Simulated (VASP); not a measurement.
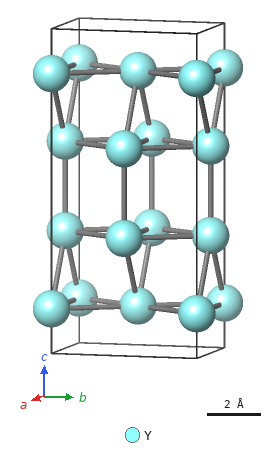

Crystalline Y (a generated structure, set up in Fmmm), before the relaxation. The picture is a ball-and-stick view of the conventional cell (4 times the calculation's cell), seen slightly off an axis. Lengths and directions refer to the drawn axes.

The run lets cell and atoms move.

Level of theory: Kohn-Sham DFT of a periodic cell, PBE, VASP PAW PBE potentials, recommended (VASP 6.6.1).

The input:
```
SYSTEM = Y
PREC = Accurate ; ENCUT = 600
EDIFF = 1E-6 ; ISMEAR = 0
SIGMA = 0.1 ; LREAL = .FALSE.
LASPH = .TRUE. ; NELM = 60
ALGO = Normal ; ISIF = 3
LWAVE = .FALSE. ; LCHARG = .FALSE.
GGA = PE ; IBRION = 2
NSW = 90 ; EDIFFG = -0.04
```

Launched with:
```bash
cat potpaw_PBE.64/Y_sv/POTCAR > POTCAR
mpirun -np 1 vasp_std > vasp.out
```

The structure:
```
Y
1.0
     0.00000    2.89697    6.24681
     1.85805    0.00000    6.24681
     1.85805    2.89697    0.00000
Y
2
Direct
  0.86213 0.86213 0.13787
  0.13787 0.13787 0.86213
```

Predict the outcome.

The energy falls by 0.4 meV per atom in 1 geometry step. Largest force component: 0.025 eV/Å at the start, 0.0008 eV/Å at the end. The pressure goes from −0.34 to 0.06 GPa. No atom moves by more than 0.005 Å relative to the cell. Cell: a 3.716 → 3.710 Å (−0.2 %), b 5.794 → 5.768 Å (−0.4 %), c 12.494 → 12.441 Å (−0.4 %). Volume −1.0 %. Near-neighbour distances that change, for instance: Y–Y 3.362 → 3.348 Å, Y–Y 3.442 → 3.429 Å, Y–Y 3.716 → 3.710 Å. The space group stays Fmmm (No. 69).

History of the run:

```json
{"step": "0", "E − E(0), meV/atom": "0.00", "largest force component, eV/Å": "0.0251", "pressure, GPa": "-0.34", "volume, Å³/atom": "33.625"}
{"step": "1", "E − E(0), meV/atom": "-0.39", "largest force component, eV/Å": "0.0008", "pressure, GPa": "0.06", "volume, Å³/atom": "33.278"}
```
